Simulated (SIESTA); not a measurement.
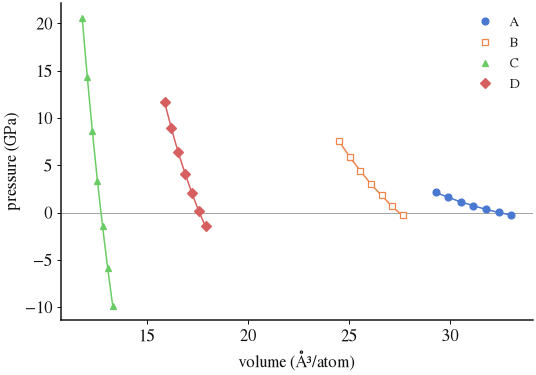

The plot gives the computed pressure against volume, with one curve for each compound, for HfC, KCl, PbS and SrO (all in space group Fm-3m (No. 225)). The labels are replaced by letters.

Method: DFT in numerical atomic orbitals with pseudopotentials, no spin polarisation; energies at scaled volumes of the given cell, shape and fractions fixed, counted from the fit's minimum, third-order Birch-Murnaghan fit (SIESTA 5.4.2). Level: PBE.

```
       setting                                                                     value
   occupations                                                               Fermi–Dirac
smearing width                                                                   0.05 eV
    potentials  PseudoDojo 0.4 standard, converted to PSML, two zetas on semicore shells
```

Question: Which letter stands for which compound?

Answer: A: KCl; B: PbS; C: HfC; D: SrO.

Note: mulliken charges of long orbitals; short basis over semicore shells (HfC); spin-orbit coupling left out, heavy elements (PbS).
